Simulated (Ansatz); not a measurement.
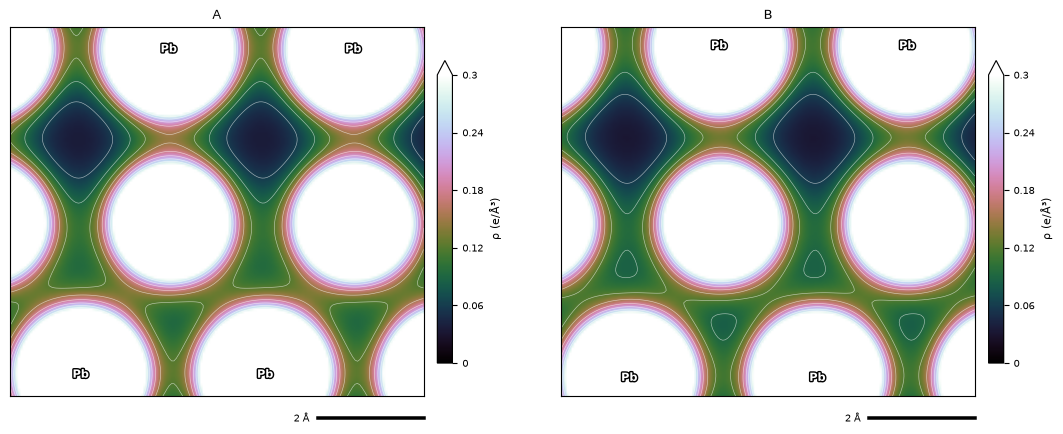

Pb. The valence pseudo-density of two cells that differ in size, on the (100) plane of each (indices in the axes of the calculation cell), at one length scale and on one colour scale: B has 33.7 Å³ an atom and A 31.8.

Method: Ansatz 0.2.0, Kohn-Sham DFT of a periodic cell, LDA, Ansatz PAW.

Core electrons are frozen (PAW), and the valence fields are smoothed inside the atomic spheres.

Q: What changes from the larger cell to the smaller?

A: From the larger cell to the smaller, Pb–Pb goes from 3.55 to 3.48 Å, and the density at its midpoint from 0.11 to 0.12 e/Å³; the pressure goes from −4.4 to −2.5 GPa.
